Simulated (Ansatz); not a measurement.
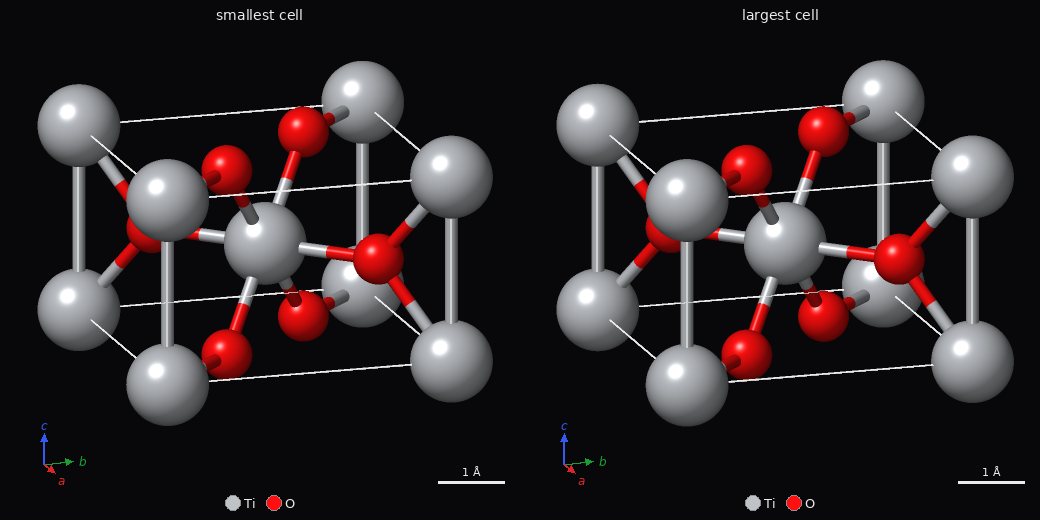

TiO2, rutile, space group P4₂/mnm (No. 136), relaxed (cell and atoms, zero pressure) with four choices of dispersion term on top of PBEsol; the smallest and the largest of the relaxed conventional cells are drawn to one scale (sticks follow a distance rule). The start was a structure listed in the Materials Project.

Alike in all runs: Ansatz 0.2.0; functional PBEsol; potentials Ansatz PAW; cutoff 420 eV; k mesh 6 × 6 × 9 on the run's cell of 6 atoms; occupations fermi-dirac, width 0.05 eV; no spin polarisation; no spin-orbit coupling.

| level | volume (Å³/atom) | a (Å) | c (Å) | gap (eV) |
| --- | --- | --- | --- | --- |
| none | 10.33 | 4.591 | 2.939 | 1.87 |
| D3(BJ) | ? | ? | ? | ? |
| D3(BJ)-ATM | 10.20 | 4.569 | 2.932 | 1.88 |
| D4 | 10.22 | 4.572 | 2.934 | 1.88 |

Fill in the row of D3(BJ).

Volume 10.17 Å³/atom; a 4.564 Å; c 2.930 Å; gap 1.88 eV. That is the smallest volume of all.

Order the levels by the relaxed volume, smallest first.

D3(BJ) (10.17 Å³/atom), D3(BJ)-ATM (10.20 Å³/atom), D4 (10.22 Å³/atom), none (10.33 Å³/atom). Rows within a few tenths of a per cent can't be told apart.

Gaps are the least found on the k-mesh, which misses some points of high symmetry; where the band edges lie there, the true gap is smaller, at times by an eV.

Caveat: the plane-wave basis is chosen anew once the cell has moved, so the energies of steps on either side of that aren't comparable; semilocal functionals give gaps below the measured ones.
